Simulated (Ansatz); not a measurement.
Cr2O3: single-point calculation (part 1 of 2)

Cr2O3 (R-3c, 10 atoms in the cell), computed with DFT r2SCAN, scalar-relativistic, plane waves, PAW, spin-polarised (Ansatz 0.2.0).

The structure derives from an entry of the Crystallography Open Database. Figures and captions count atoms from 1; the log counts them from 0 in places.

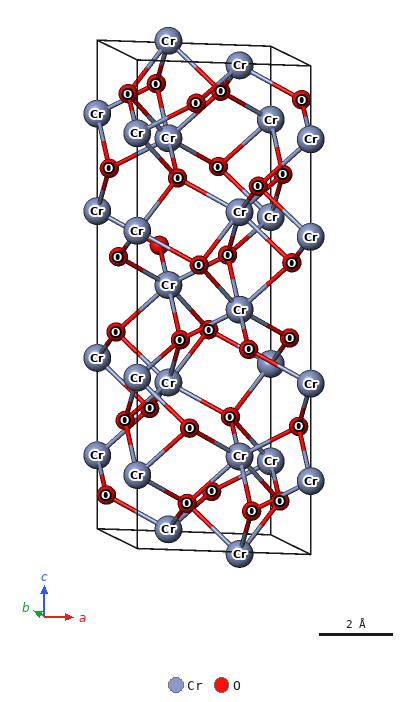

Figure 1. The input geometry (ball-and-stick view of the cell 3 times as large as that of the calculation, set on its symmetry axes, seen slightly off an axis). Near neighbours in the crystal (not all of them lie inside the picture): Cr has 6 O at 1.97 to 2.02 Å; O has 4 Cr at 1.97 to 2.02 Å.

### Results in brief

| quantity | value |
| --- | --- |
| outcome | converged |
| space group (tolerance 0.01 Å) | R-3c (167) |
| electrons treated | 92 |
| free energy | −16950.9150 eV |
| Fermi energy | 12.916 eV |
| gap on the k-point mesh | 2.31 eV |
| net moment of the cell | 0.00 μB |
| integrated absolute moment | 11.78 μB |
| pressure | −1.93 GPa |
| largest force (length of the vector) | 0.208 eV/Å |
| hardware | 4 threads of Arm Neoverse V2, 112 GiB of memory available, shared host |
| wall time | 35 s (CPU time 2.3 min) |
| peak memory | 0.89 GiB |

### Notes

Warnings of the run: the state was not tested for a lower one. Semilocal DFT without U tends to delocalise the d electrons of such compounds and to underestimate the gap.

### Input file
```yaml
crystal:
  lattice:
    - [2.4980048255, 1.4422237585, 4.5069451368]
    - [-2.4980048255, 1.4422237585, 4.5069451368]
    - [0.0, -2.8844475169, 4.5069451369]
  atoms:
    - { symbol: Cr, position: [0.3497256891, 0.3497256891, 0.3497256891], spin: 3.0 }
    - { symbol: Cr, position: [0.1502743109, 0.1502743109, 0.1502743109], spin: 3.0 }
    - { symbol: Cr, position: [0.6502743109, 0.6502743109, 0.6502743109], spin: -3.0 }
    - { symbol: Cr, position: [0.8497256891, 0.8497256891, 0.8497256891], spin: -3.0 }
    - { symbol: O, position: [0.5517053457, 0.9482946543, 0.25] }
    - { symbol: O, position: [0.25, 0.5517053457, 0.9482946543] }
    - { symbol: O, position: [0.9482946543, 0.25, 0.5517053457] }
    - { symbol: O, position: [0.4482946543, 0.0517053457, 0.75] }
    - { symbol: O, position: [0.75, 0.4482946543, 0.0517053457] }
    - { symbol: O, position: [0.0517053457, 0.75, 0.4482946543] }
basis:
  ecutwfc: 500
  ecutrho_ratio: 4
kpoints:
  mp_grid: { grid: [6, 6, 6] }
hamiltonian:
  xc: r2scan
scf:
  occupations: { method: gaussian, width: 0.05 }
  lower_state_search: "off"
output:
  forces: true
  stress: true
  eigenvalues: true
  populations: true
magnetization:
  spin_polarized: true
```

Launched with:
```bash
ansatz run input.yaml --threads 4 --pin off --max-ram 10240MiB --backend cpu --events-out ev --progress --plain --runs-dir out
```

### Output
```
Engine: ansatz 0.2.0, aarch64-unknown-linux-gnu
Pseudopotentials: kind: paw
Pseudopotential: Cr, paw, valence charge 14, recommended cutoff 500 eV (meta_gga), Cr.paw.azcp
Pseudopotential: O, paw, valence charge 6, recommended cutoff 500 eV (meta_gga), O.paw.azcp
Functional definition: r2SCAN
  parameter k0 = 0.174
  parameter k1 = 0.065
  parameter a1 = 4.9479
  exchange = r2scan_x(k0 = k0, k1 = k1, a1 = a1)
  correlation = r2scan_c
Crystal: 10 atoms, lattice volume = 97.423 Å³
Basis set: ecut = 500 eV, 2471 PW (Γ), exchange–correlation on 160×160×160 points (64 copies of the dense FFT grid, shifted against one another)
Bands: 63, of which v1, the nominal top of the filled ones, is band 46 counted from 1 (45 counted from 0)
Symmetry: 6 space group operations
Space group: R32 (ITA 155), of the structure as read, at distance tolerance 4.6e-5 Å
Magnetic group: BNS 167.106 (UNI 1336), of the structure as read, at distance tolerance 4.6e-5 Å
k-points: 32 of 216 (time reversal used)
Non-local potential: Cr, projectors of the file, l = 0: 3, l = 1: 2, l = 2: 3, l = 3: 1
Non-local potential: O, projectors of the file, l = 0: 2, l = 1: 2, l = 2: 1
PAW form: soft (Blöchl's): semilocal exchange-correlation on the pseudo side does not see the compensation charge
PAW frozen core: Cr, regenerated for the run's functional (the file was generated under x = pbe(κ = 0.804, μ = 0.2195149727645171), c = pbe(β = 0.06672455060314922))
PAW frozen core: O, regenerated for the run's functional (the file was generated under x = pbe(κ = 0.804, μ = 0.2195149727645171), c = pbe(β = 0.06672455060314922))
PAW one-centre angular grid: Cr, 590 points (default); XC on 160 Gauss nodes
PAW one-centre angular grid: O, 302 points (default); XC on 160 Gauss nodes
Initial density: superposition of atomic densities (chi_scale 0.1, normalization cell, long waves kept (reshape's long-wave potential 0.00 eV rms))
Starting moments: Σ|m| = 12 μB on 4 of 10 sites
Starting magnetic order: antiferromagnet; an inversion exchanges its spin sublattices: spin-degenerate at every k-point
Initial wavefunctions: pseudopotential atomic-orbital guess
Functional: x = r2scan, c = r2scan; τ floored in thin density (d = 2e-4 eV/Å³)
SCF iter   1: F=-16948.479524 eV  HF=-16946.750338 eV  |F-HF|=1.73e0  |Δ(HF+E_count)|=         —  Δρ=5.34e-2 (↑5.34e-2 ↓5.34e-2)  dr2=3.77e0  dr2_τ=2.54e-1  dr2_m=1.38e0  M=0.000 μB ∫|m|=11.952 μB  β_m=0.30  ethr=3.10e-3  ⟨swp⟩=5.5  Hψ=12717  notcnv=0  defer=61
Mixer restart at iter 1: flushing history
preconditioner: auto → Resta (q_TF=auto, 2.702 Å⁻¹)  ε∞=7.3  [insulator: Δε(μ)=0.784 eV  Ē_g=11.639 eV  σ=0.050 eV  W_gap=1.00  n_scr=26 (ndim 8)  ℏωp=29.1 eV  f_vac=0.000  D(μ)=0.00/eV (n_scr^D=0)  ε∞_Penn≈7.3]
spin=Collinear: Resta preconditioning applied to the charge; magnetization (m = ρ↑ − ρ↓) channel mixes plain (no charge-response kernel on spin).
spin-set hold released at iteration 1 (the charge has settled, or the pull on large starting moments outlasts its swing): the magnetisation degrees of freedom join the quasi-Newton model from the next iteration; the mixer history was flushed
SCF iter   2: F=-16950.344585 eV  HF=-16948.599368 eV  |F-HF|=1.75e0  |Δ(HF+E_count)|=    1.85e0  Δρ=3.97e-2 (↑3.97e-2 ↓3.97e-2)  dr2=1.09e0  dr2_τ=6.23e-2  dr2_m=8.96e-1  M=0.000 μB ∫|m|=12.032 μB  β_m=0.30  ethr=3.10e-3  ⟨swp⟩=2.2  Hψ=6227  notcnv=0  defer=664  κ⁻¹=1.0e0(r=1)
SCF iter   3: F=-16950.761937 eV  HF=-16950.071536 eV  |F-HF|=6.90e-1  |Δ(HF+E_count)|=    1.47e0  Δρ=2.44e-2 (↑2.44e-2 ↓2.44e-2)  dr2=3.44e-1  dr2_τ=2.82e-2  dr2_m=3.27e-1  M=0.000 μB ∫|m|=12.023 μB  β_m=0.30  ethr=1.19e-3  ⟨swp⟩=2.4  Hψ=5806  notcnv=0  defer=664  κ⁻¹=1.1e-1(r=2)
SCF iter   4: F=-16950.903141 eV  HF=-16950.874371 eV  |F-HF|=2.88e-2  |Δ(HF+E_count)|=   8.03e-1  Δρ=5.85e-3 (↑5.85e-3 ↓5.85e-3)  dr2=4.54e-2  dr2_τ=2.10e-3  dr2_m=1.06e-2  M=0.000 μB ∫|m|=11.905 μB  β_m=0.30  ethr=3.74e-4  ⟨swp⟩=2.2  Hψ=8232  notcnv=0  defer=656  κ⁻¹=2.3e-2(r=3)
SCF iter   5: F=-16950.912418 eV  HF=-16950.904626 eV  |F-HF|=7.79e-3  |Δ(HF+E_count)|=   3.03e-2  Δρ=3.41e-3 (↑3.41e-3 ↓3.41e-3)  dr2=1.07e-2  dr2_τ=3.68e-4  dr2_m=6.39e-3  M=0.000 μB ∫|m|=11.850 μB  β_m=0.30  ethr=4.94e-5  ⟨swp⟩=2.4  Hψ=7150  notcnv=0  defer=656  κ⁻¹=7.6e-4(r=4)
SCF iter   6: F=-16950.914557 eV  HF=-16950.914819 eV  |F-HF|=2.61e-4  |Δ(HF+E_count)|=   1.02e-2  Δρ=6.19e-4 (↑6.19e-4 ↓6.19e-4)  dr2=1.45e-3  dr2_τ=1.53e-5  dr2_m=8.35e-5  M=0.000 μB ∫|m|=11.786 μB  β_m=0.30  ethr=1.17e-5  ⟨swp⟩=2.0  Hψ=7010  notcnv=0  defer=656  κ⁻¹=5.2e-5(r=5)
SCF iter   7: F=-16950.914920 eV  HF=-16950.915044 eV  |F-HF|=1.24e-4  |Δ(HF+E_count)|=   2.25e-4  Δρ=4.56e-4 (↑4.56e-4 ↓4.56e-4)  dr2=5.13e-4  dr2_τ=8.46e-6  dr2_m=5.25e-5  M=0.000 μB ∫|m|=11.775 μB  β_m=0.30  ethr=1.58e-6  ⟨swp⟩=3.0  Hψ=7032  notcnv=0  defer=656  κ⁻¹=3.3e-5(r=6)
SCF iter   8: F=-16950.915024 eV  HF=-16950.914997 eV  |F-HF|=2.75e-5  |Δ(HF+E_count)|=   4.76e-5  Δρ=1.20e-4 (↑1.20e-4 ↓1.20e-4)  dr2=3.25e-5  dr2_τ=9.18e-7  dr2_m=2.72e-6  M=0.000 μB ∫|m|=11.767 μB  β_m=0.30  ethr=5.57e-7  ⟨swp⟩=2.0  Hψ=5552  notcnv=0  defer=656  κ⁻¹=3.1e-6(r=7)
SCF iter   9: F=-16950.915031 eV  HF=-16950.915016 eV  |F-HF|=1.46e-5  |Δ(HF+E_count)|=   2.00e-5  Δρ=8.64e-5 (↑8.64e-5 ↓8.64e-5)  dr2=1.40e-5  dr2_τ=4.03e-7  dr2_m=1.56e-6  M=0.000 μB ∫|m|=11.767 μB  β_m=0.30  ethr=3.54e-8  ⟨swp⟩=3.0  Hψ=6920  notcnv=0  defer=656  κ⁻¹=1.1e-6(r=8)
SCF iter  10: F=-16950.915034 eV  HF=-16950.915035 eV  |F-HF|=1.08e-6  |Δ(HF+E_count)|=   1.83e-5  Δρ=2.05e-5 (↑2.05e-5 ↓2.05e-5)  dr2=8.41e-7  dr2_τ=2.68e-8  dr2_m=1.26e-7  M=0.000 μB ∫|m|=11.768 μB  β_m=0.30  ethr=1.52e-8  ⟨swp⟩=2.0  Hψ=6320  notcnv=0  defer=656  κ⁻¹=8.4e-8(r=8)
SCF iter  11: F=-16950.915034 eV  HF=-16950.915034 eV  |F-HF|=3.35e-7  |Δ(HF+E_count)|=   1.11e-6  Δρ=1.31e-5 (↑1.31e-5 ↓1.31e-5)  dr2=3.05e-7  dr2_τ=1.05e-8  dr2_m=4.30e-8  M=0.000 μB ∫|m|=11.769 μB  β_m=0.30  ethr=9.14e-10  ⟨swp⟩=2.0  Hψ=5680  notcnv=0  defer=656  κ⁻¹=1.6e-7(r=8)
SCF iter  12: F=-16950.915034 eV  HF=-16950.915034 eV  |F-HF|=5.52e-8  |Δ(HF+E_count)|=   5.49e-7  Δρ=7.81e-6 (↑7.81e-6 ↓7.80e-6)  dr2=1.27e-7  dr2_τ=3.38e-9  dr2_m=6.70e-9  M=0.000 μB ∫|m|=11.769 μB  β_m=0.30  ethr=3.32e-10  ⟨swp⟩=2.0  Hψ=6320  notcnv=0  defer=656  κ⁻¹=1.7e-7(r=8)
SCF iter  13: F=-16950.915034 eV  HF=-16950.915034 eV  |F-HF|=3.62e-9  |Δ(HF+E_count)|=   7.26e-8  Δρ=3.92e-6 (↑3.92e-6 ↓3.92e-6)  dr2=3.14e-8  dr2_τ=8.63e-10  dr2_m=1.51e-9  M=0.000 μB ∫|m|=11.769 μB  β_m=0.30  ethr=1.09e-10  ⟨swp⟩=10.7  Hψ=14502  notcnv=0  κ⁻¹=1.5e-7(r=8)
SCF iter  14: F=-16950.915034 eV  HF=-16950.915034 eV  |F-HF|=1.17e-9  |Δ(HF+E_count)|=   1.03e-8  Δρ=1.43e-6 (↑1.43e-6 ↓1.42e-6)  dr2=4.22e-9  dr2_τ=1.30e-10  dr2_m=1.77e-10  M=0.000 μB ∫|m|=11.769 μB  ethr=3.42e-11  ⟨swp⟩=3.0  Hψ=8692  notcnv=0
SCF 1 converged in 14 iterations: F = -16950.915034 eV  dr2 = 4.22e-9
  greatest PAW one-centre occupation: 1.000 electrons in one spin orbital (limit 2), on the Cr atom at site 3 (counted from 0), in its partial waves of l = 0
```

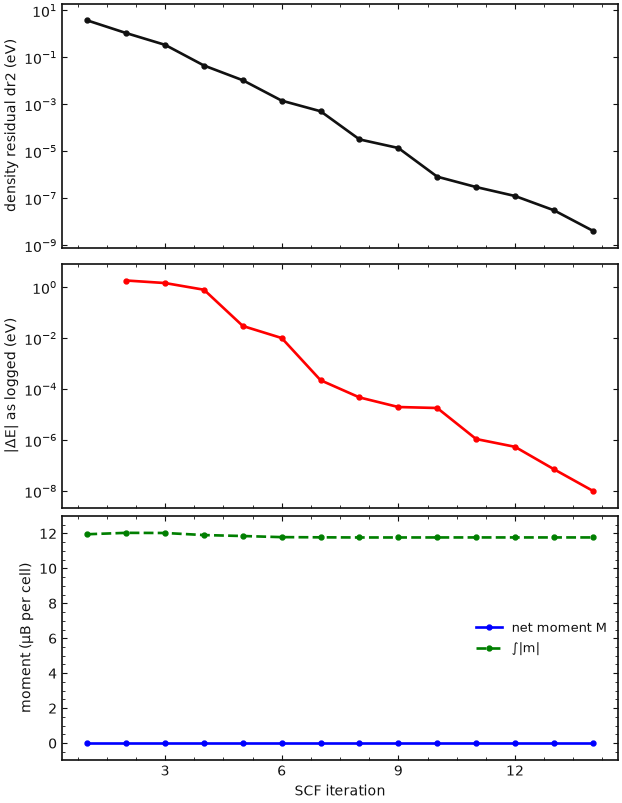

Figure 2. Convergence of the self-consistent field: density residual dr2, size of the energy change and magnetic moment against the SCF iteration. The residual falls at every step. The net moment stays at 0.0 μB per cell.

```
this state was not tested for a lower state beside it, because the mixer in use, unlike msr1, does not test its closes by its own steps (another_mixer; see scf.mixing.algorithm and scf.lower_state_search)
SCF converged after 14 iterations
Magnetization: 0.0000 μB (46.0000 up, 46.0000 down)
Absolute magnetization: 11.7836 μB (∫|ρ↑−ρ↓|, with the PAW one-centre terms)
Spin contamination: 5.8608 ħ² per cell (⟨S²⟩ above its minimum at these occupations)
Per-site moments (μB) at R_I (Å): [(2.3662105531236066, 0.8126001332526624), (2.366210553123604, 0.8126001332526626), (-2.3662105583673685, 0.8126001332526622), (-2.3662105583673716, 0.8126001332526624), (-0.015669045510712905, 0.8126001332526622), (-0.015669045510713322, 0.8126001332526624), (-0.01566904551071313, 0.8126001332526627), (0.01566904403125378, 0.8126001332526624), (0.015669044031253906, 0.8126001332526626), (0.015669044031253805, 0.8126001332526627)]
Free energy (F): -16950.915034 eV
Harris-Foulkes:  -16950.915034 eV  (|F-HF|=1.17e-9)
Internal energy: -16950.915034 eV  (E = F + TS)
E sigma→0 (E₀):  -16950.915034 eV
Fermi energy:    12.915677 eV
```
